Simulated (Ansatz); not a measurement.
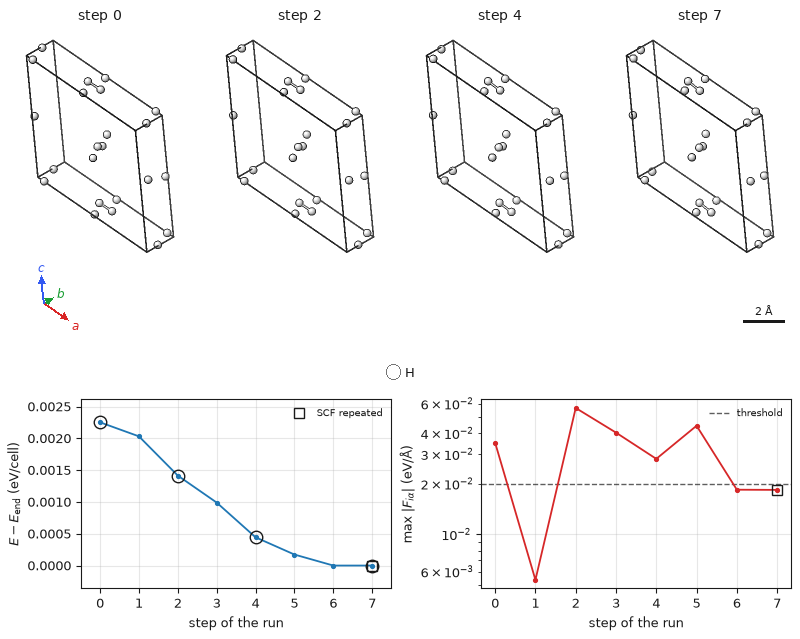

Frames of a relaxation of a defect cell of composition H, marked on the history of the run. A ball-and-stick model of the cell of the calculation, seen slightly off an axis.

Case: H vacancy, atoms relaxed.

Level of theory: DFT PBE, scalar-relativistic, plane waves, PAW in Ansatz 0.2.0.

Input
```yaml
crystal:
  lattice:
    - [0.0, 5.11570268, 4.422889949]
    - [0.0, -5.11570268, 4.422889949]
    - [5.442955693, 0.0, -4.422889949]
  atoms:
    - { symbol: H, position: [0.5561111631, 0.0081795843, 0.5] }
    - { symbol: H, position: [0.5561111631, 0.5081795842, 0.0] }
    - { symbol: H, position: [0.0561111631, 0.0081795842, 0.0] }
    - { symbol: H, position: [0.4918204158, 0.443888837, 0.5] }
    - { symbol: H, position: [0.9918204158, 0.943888837, 0.5] }
    - { symbol: H, position: [0.9918204158, 0.443888837, 0.0] }
    - { symbol: H, position: [0.4918204158, 0.943888837, 0.0] }
    - { symbol: H, position: [0.5081795842, 0.556111163, 0.5] }
    - { symbol: H, position: [0.0081795842, 0.056111163, 0.5] }
    - { symbol: H, position: [0.0081795842, 0.556111163, 0.0] }
    - { symbol: H, position: [0.5081795842, 0.056111163, 0.0] }
    - { symbol: H, position: [0.943888837, 0.4918204158, 0.5] }
    - { symbol: H, position: [0.4438888369, 0.9918204158, 0.5] }
    - { symbol: H, position: [0.4438888369, 0.4918204158, 0.0] }
    - { symbol: H, position: [0.943888837, 0.9918204158, 0.0] }
basis:
  ecutwfc: 420
kpoints:
  mp_grid: { grid: [4, 4, 4] }
hamiltonian:
  xc: pbe
scf:
  occupations: { method: gaussian, width: 0.05 }
output:
  forces: true
  stress: true
  eigenvalues: true
  write_density: true
  write_potential: true
  elf: true
  volumetric_format: npy
relax:
  adjacent_minimum: "off"
  f_tol: 0.02
  max_steps: 50
```

Launched with:
```bash
ansatz run input.yaml --threads 4 --pin off --max-ram 9216MiB --backend cpu --events-out ev --progress --plain --runs-dir out
```

**What happens along the run?**

H12 moves most: 0.14 Å along [3 1 0]. The cell stays as it was. After 6 accepted moves (7 points after the start) the energy has fallen by 2.3 meV per cell of the calculation. Largest force component: 0.035 eV/Å at the start, 0.018 eV/Å at the end. 1 step only repeated the SCF at the same geometry. The forces were under the threshold at step 1, but the run went on from there. Cost: 12 s on 4 threads of AMD EPYC 9R45 96-Core Processor (Zen 5), on a shared host, peak memory 0.56 GiB. From step 0 to 2: H9 moves most (0.07 Å), energy −0.8 meV per cell of the calculation. From step 2 to 4: H atoms move most (0.05 Å), energy −1.0 meV per cell of the calculation. From step 4 to 7: H atoms move most (0.05 Å), energy −0.4 meV per cell of the calculation.

Limits of the set-up: the periodic images lie only 6.8 Å apart, so the values are limited by the cell's size.
